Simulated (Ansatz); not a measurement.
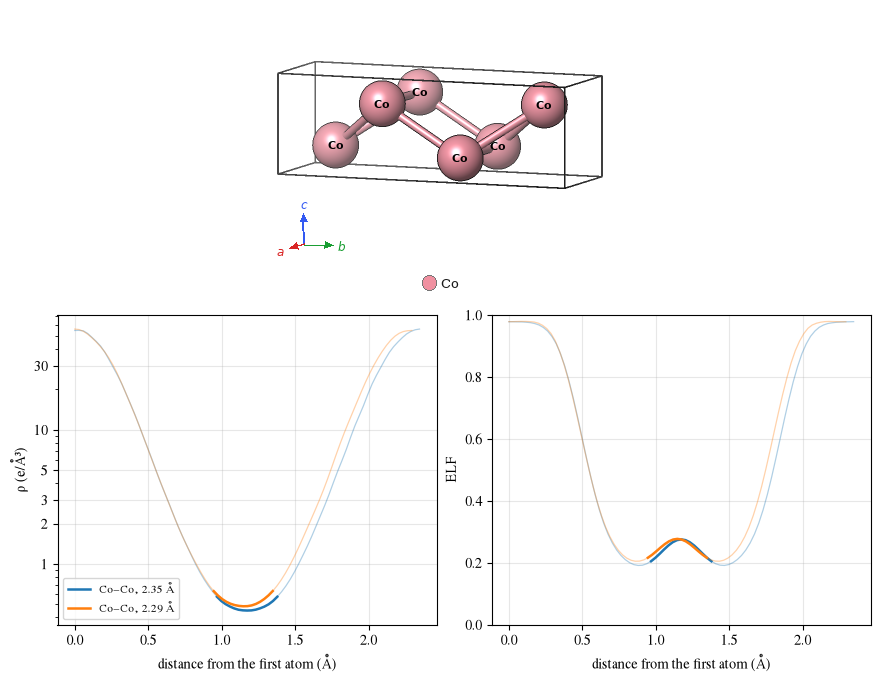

The picture shows: Co. Valence electron density and ELF along straight lines between neighbouring atoms. Thin, pale parts lie inside the atomic spheres. The structure is drawn too.

Space group Cmcm; set up as Co, beta-Sn type; a generated structure, not necessarily the stable one.

These are results of Ansatz 0.2.0, DFT, LDA (PW92), plane waves (420 eV) with PAW, fully relativistic with spin-orbit coupling, not measurements.

Core electrons are frozen (PAW), and the valence fields are smoothed inside the atomic spheres.

```
Co
1.0
     0.35334    0.35334   -2.30210
    -5.10410    5.10410    0.00000
     1.64196    1.64196    0.50390
Co
4
Direct
  0.50000 0.86404 0.75000
  0.00000 0.36404 0.75000
  0.50000 0.13596 0.25000
  0.00000 0.63596 0.25000
```

What can be read from the curves?

Co–Co (2.35 Å): the density is about 0.45 e/Å³ at the midpoint; the ELF is about 0.30 at the midpoint (no shared electron pair shows on this line).
Co–Co (2.29 Å): ρ is about 0.48 e/Å³ halfway; the ELF is about 0.30 at the midpoint (no shared electron pair shows on this line).
